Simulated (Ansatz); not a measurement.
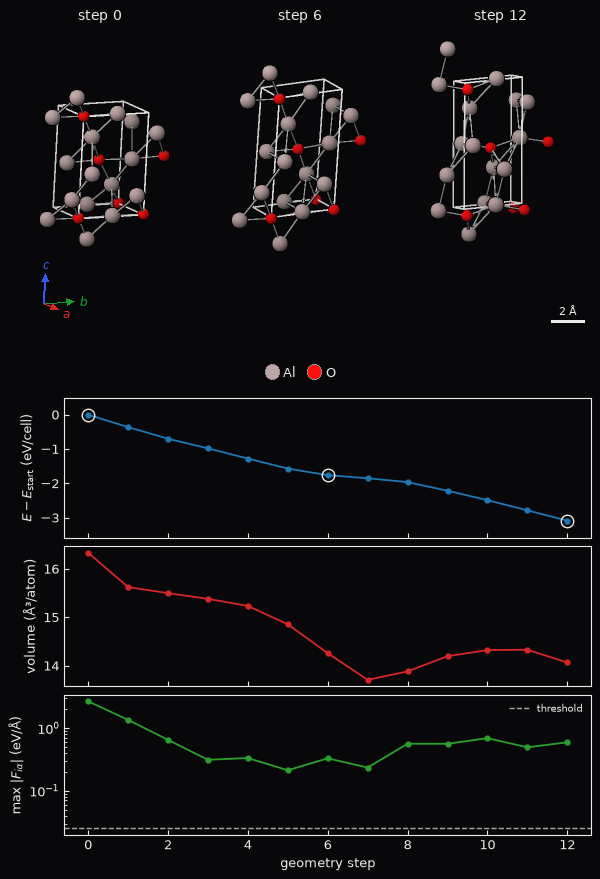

Frames of a relaxation of solid Al2O (a generated structure, set up in P1) (coarse preliminary run), marked on the history of the run. Style: ball-and-stick. Shown: the cell of the calculation, slightly off an axis.

The calculation used Ansatz, DFT PBE, scalar-relativistic, plane waves, PAW.

Input
```yaml
crystal:
  lattice:
    - [-2.4947326555, -3.080389903, -0.0515758766]
    - [-2.4961374159, 0.0555984697, 3.1733207833]
    - [-5.0108296594, 3.0440148508, -3.1354694728]
  atoms:
    - { symbol: Al, position: [-0.0138159158, 0.5266491294, 0.0091527016] }
    - { symbol: Al, position: [0.516769023, -0.0292871576, 0.4951919566] }
    - { symbol: Al, position: [0.811541545, 0.2217947305, 0.7711832955] }
    - { symbol: Al, position: [0.2724948425, 0.7747435439, 0.2248761807] }
    - { symbol: O, position: [-0.0403120291, 0.0177539995, 0.0004601571] }
    - { symbol: O, position: [0.4533225344, 0.4883457543, 0.4991357085] }
basis:
  ecutwfc: 420
kpoints:
  mp_grid: { grid: [6, 6, 4] }
hamiltonian:
  xc: pbe
scf:
  occupations: { method: gaussian, width: 0.2 }
  lower_state_search: "off"
output:
  forces: true
  stress: true
  eigenvalues: true
relax:
  adjacent_minimum: "off"
  f_tol: 0.025
  max_steps: 60
  cell: { stress_tol: 0.25 }
```

Launched with:
```bash
ansatz run input.yaml --threads 1 --pin off --max-ram 2560MiB --backend cpu --events-out ev --progress --plain --runs-dir out
```

Q: What happens along the run?

A: The run was cut off at its time limit before the relaxation converged, so the last structure is only a point on the way. The atom that moves furthest relative to the cell is Al4 (0.67 Å along [−1 −2 1]). By element the largest moves are Al 0.67 Å, O 0.45 Å. Cell: a 3.964 → 2.886 Å (−27.2 %), b 4.038 → 3.674 Å (−9.0 %), c 6.649 → 8.366 Å (+25.8 %), α 84.2° → 88.7°, β 82.8° → 72.1°, γ 68.4° → 89.3°. Volume −13.9 %. Some distances before and after: Al4–O6 4.008 → 2.113 Å, Al3–O5 3.862 → 1.978 Å, Al4–O5 1.999 → 3.366 Å, Al1–Al1 3.964 → 2.886 Å. Among the angles between lasting bonds that change: Al3–Al2–O6 56.9° → 95.3°, Al1–Al4–O6 118.6° → 154.7°, Al4–Al1–Al4 96.5° → 64.7°. The space group stays P1 (No. 1). After 12 geometry steps the energy has fallen by 3.086 eV per cell of the calculation. The largest force component goes from 2.7 to 0.6 eV/Å. Pressure: 0.95 GPa at the start and 0.68 GPa at the end. The run took 4 min on 1 thread of Arm Neoverse V1, on a shared host, peak memory 0.43 GiB. From step 0 to 6: Al4 moves most (0.24 Å), volume −12.7 %, energy −1.763 eV per cell of the calculation. From step 6 to 12: Al3 moves most (0.50 Å), volume −1.4 %, energy −1.323 eV per cell of the calculation.

```
step  E − E(0), meV/atom  largest force component, eV/Å  pressure, GPa  volume, Å³/atom
   0                0.00                         2.6855           0.95           16.333
   1              -60.19                         1.3589           1.87           15.625
   2             -116.53                         0.6508           0.79           15.498
   3             -163.27                         0.3125          -0.36           15.381
   4             -212.84                         0.3335          -1.92           15.235
   5             -261.33                         0.2127          -2.42           14.855
   6             -293.86                         0.3301          -1.38           14.259
   7             -308.31                         0.2348           1.78           13.707
   8             -327.38                         0.5645           0.95           13.883
   9             -369.17                         0.5629           0.34           14.196
  10             -414.82                         0.6929           0.82           14.323
  11             -464.19                         0.4944           0.57           14.330
  12             -514.32                         0.5953           0.68           14.066
```
